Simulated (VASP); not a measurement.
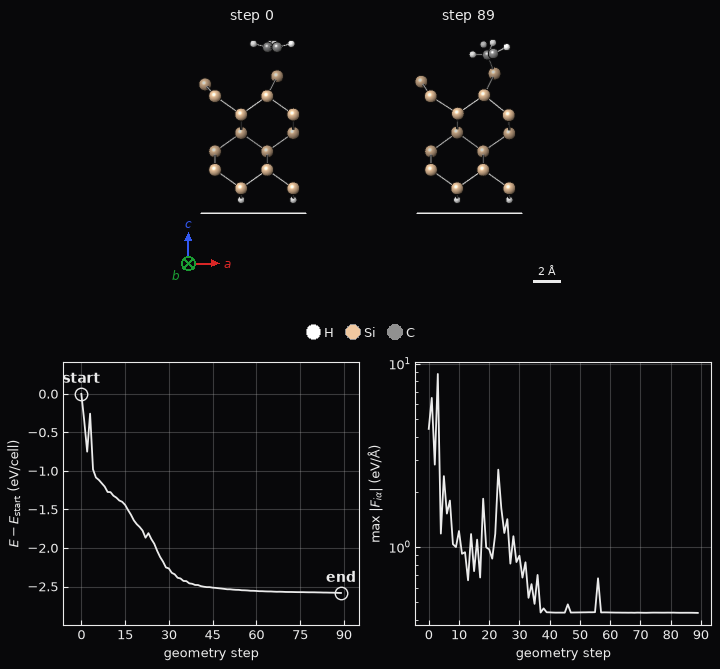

First and last geometry of a relaxation of a slab of composition Si7H4C, with the history of the run. Style: ball-and-stick. Shown: the cell of the calculation, outlined in the plane, without the vacuum (origin shifted), along the b axis.

The run lets the atoms move in a fixed cell. 10 atoms are held fixed.

Level of theory: Kohn-Sham DFT of a periodic cell, PBE, VASP PAW PBE potentials, recommended in VASP 6.6.1.

Input
```
PREC = Normal ; ENCUT = 450
EDIFF = 1E-6 ; ISMEAR = 0
SIGMA = 0.05 ; LREAL = Auto
LASPH = T ; NELM = 80
ALGO = Normal ; ISIF = 2
LWAVE = F ; LCHARG = F
LDIPOL = T ; IDIPOL = 3
DIPOL = 0.5 0.5 0.502 ; GGA = PE
IBRION = 2 ; NSW = 90
EDIFFG = -0.03 ; KPAR = 4
NCORE = 2
```

Run as
```bash
cat potpaw_PBE.64/H/POTCAR potpaw_PBE.64/Si/POTCAR potpaw_PBE.64/C/POTCAR > POTCAR
mpirun -np 8 vasp_std > vasp.out
```

### Read the history and describe the run.

The relaxation stopped without meeting its thresholds, so the last structure isn't shown to be converged. The energy falls by 2.584 eV per cell of the calculation in 89 geometry steps. Largest force component: 4.4 eV/Å at the start, 0.44 eV/Å at the end. The atom that moves furthest is an H atom (0.84 Å at 19° to the normal (−c side)). By element the largest moves are H 0.84 Å, C 0.67 Å, Si 0.36 Å. The cell doesn't change. Among the contacts that change: C–Si 2.899 → 1.941 Å, H–H 0.871 → 1.657 Å, C–Si 2.388 → 1.919 Å, Si–Si 2.536 → 2.777 Å. New bonds form: C–Si (2.39 → 1.92 Å), C–Si (2.90 → 1.94 Å). Among the angles between lasting bonds that change: H–C–C 120.5° → 105.6°, H–C–C 120.5° → 111.8°, Si–Si–Si 119.1° → 112.5°.
